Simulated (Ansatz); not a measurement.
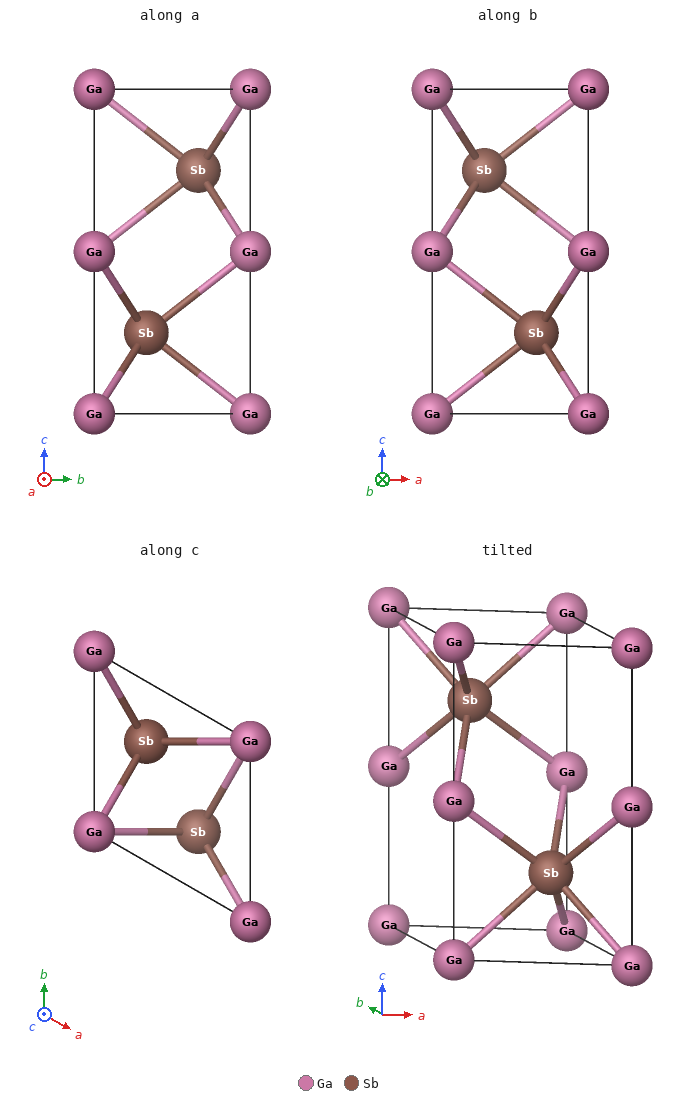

The figure gives a ball-and-stick picture of the atoms, viewed along the a axis, along the b axis, along the c axis and slightly off an axis. The frame is the conventional unit cell; atoms at its boundary are shown with their periodic copies.

Lattice parameters: a = 3.9788 Å, b = 3.9788 Å, c = 7.1621 Å, α = 90.000°, β = 90.000°, γ = 120.000°.

> Convert the drawing into a CIF in P1 with every atom of the cell.

```cif
data_structure
_symmetry_space_group_name_H-M 'P 1'
_symmetry_Int_Tables_number 1
_cell_length_a 3.9788
_cell_length_b 3.9788
_cell_length_c 7.1621
_cell_angle_alpha 90.000
_cell_angle_beta 90.000
_cell_angle_gamma 120.000
_cell_volume 98.19
loop_
_atom_site_label
_atom_site_type_symbol
_atom_site_fract_x
_atom_site_fract_y
_atom_site_fract_z
_atom_site_occupancy
Ga1 Ga 0.0000 0.0000 0.0000 1
Ga2 Ga 0.0000 0.0000 0.5000 1
Sb1 Sb 0.3333 0.6667 0.7500 1
Sb2 Sb 0.6667 0.3333 0.2500 1
```

Provenance: a structure type filled with these elements by a generator (whether the compound takes this form wasn't checked). Earlier steps of the study may have refined or changed the cell and positions. It went into a calculation with Ansatz.
